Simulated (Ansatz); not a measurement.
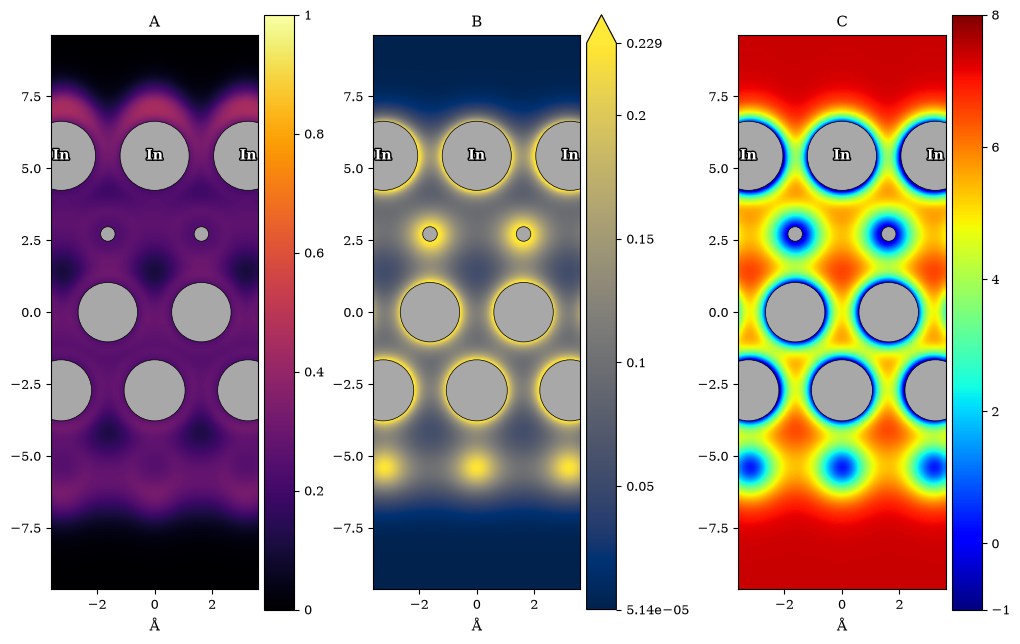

In (slab): 3 fields on the (010) plane of the calculation cell, a cut from vacuum to vacuum, with unlabelled colour scales. Grey discs cover the atomic cores.

Theory: Kohn-Sham DFT of a periodic cell, PBE, Ansatz PAW in Ansatz.

```
In
1.0
     3.25230    0.00000    0.00000
    -1.62615    2.96054    0.00000
     0.00000    0.00000   25.87103
In
5
Direct
  0.30170 0.60341 0.28990
  0.60341 0.20681 0.39495
  0.90511 0.81022 0.50000
  0.20681 0.41362 0.60505
  0.50851 0.01703 0.71010
```

Which field does each panel show? The fields are: electron localisation function, electrostatic potential energy of an electron and valence pseudo-density.

Answer. Panel A: electron localisation function. Panel B: valence pseudo-density. Panel C: electrostatic potential energy of an electron (low next to the atoms, rising into the space between them). From the grid: In–In (3.25 Å): ρ is about 0.15 e/Å³ halfway; the ELF is about 0.30 at the midpoint (no shared electron pair shows on this line).
